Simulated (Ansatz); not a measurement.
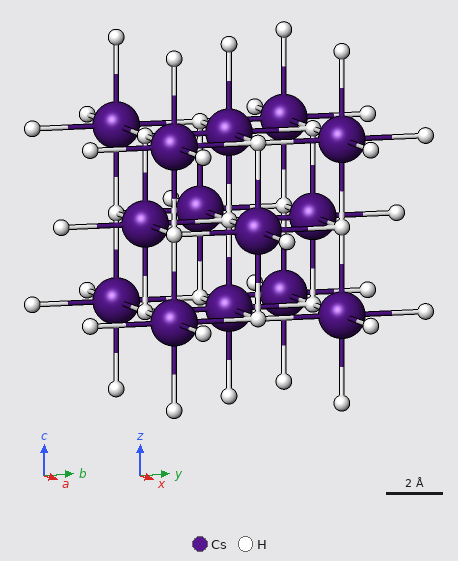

Solid CsH (Fm-3m): the cell is strained equally along x and y and separately along z, with the atoms kept at their fractional coordinates. x, y and z are the Cartesian axes of the input. The picture shows the reference cell. The picture is a ball-and-stick view of the conventional cell (4 times the calculation's cell), seen slightly off an axis. Lengths and directions refer to the drawn axes.

These are results of Ansatz 0.2.0, DFT LDA, scalar-relativistic, plane waves, PAW, not measurements. Settings: plane-wave cutoff 420 eV; k-point mesh 8 × 8 × 8; occupations gaussian; smearing width 0.05 eV; no spin polarisation. Energies (free energies at the smearing named) are counted from the cell as listed in its source, which wasn't relaxed.

The input:
```yaml
crystal:
  lattice:
    - [0.0, 3.188, 3.188]
    - [3.188, 0.0, 3.188]
    - [3.188, 3.188, 0.0]
  atoms:
    - { symbol: Cs, position: [0.0, 0.0, 0.0] }
    - { symbol: H, position: [0.5, 0.5, 0.5] }
basis:
  ecutwfc: 420
kpoints:
  mp_grid: { grid: [8, 8, 8] }
hamiltonian:
  xc: lda
scf:
  occupations: { method: gaussian, width: 0.05 }
output:
  forces: true
  stress: true
  eigenvalues: true
```

Command:
```bash
ansatz run input.yaml --threads 1 --pin off --max-ram 1228MiB --backend cpu --events-out ev --progress --plain --runs-dir out
```

Predict the energy profile on a grid with rows −0.080, −0.040, 0.000, 0.040, 0.080 and columns −0.080, −0.040, 0.000, 0.040, 0.080 (strain along x and y; strain along z).

Rows: strain along x and y; columns: strain along z; values in meV/atom.

```
        −0.080  −0.040  0.000  0.040  0.080
−0.080    −2.5    −7.6   −2.9    7.4   20.9
−0.040   −12.6   −17.5  −12.2   −0.9   13.7
 0.000    −2.5    −6.4    0.0   12.7   28.8
 0.040    20.5    18.1   26.1   40.5   58.3
 0.080    51.4    50.8   60.8   77.1   96.9
```

In pairs of (strain along x and y; strain along z): the lowest computed point lies at (−0.040, −0.040) (−17.5 meV/atom), the highest at (0.080, 0.080) (96.9 meV/atom).  Over the ranges scanned the energy rises more along the first axis, the in-plane strain. The pressure runs from −2.2 GPa at (0.080, 0.080) to 1.7 GPa at (−0.080, −0.080).

As a map, interpolated between the computed points (dots):

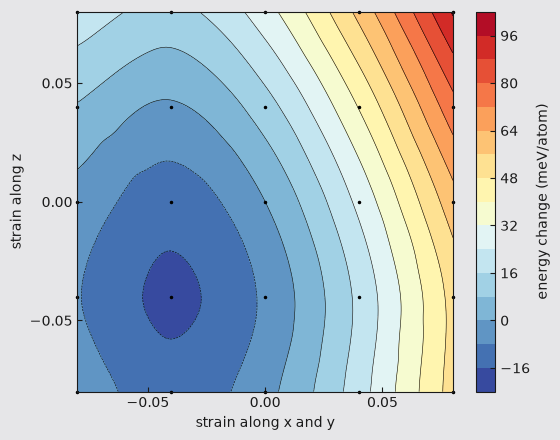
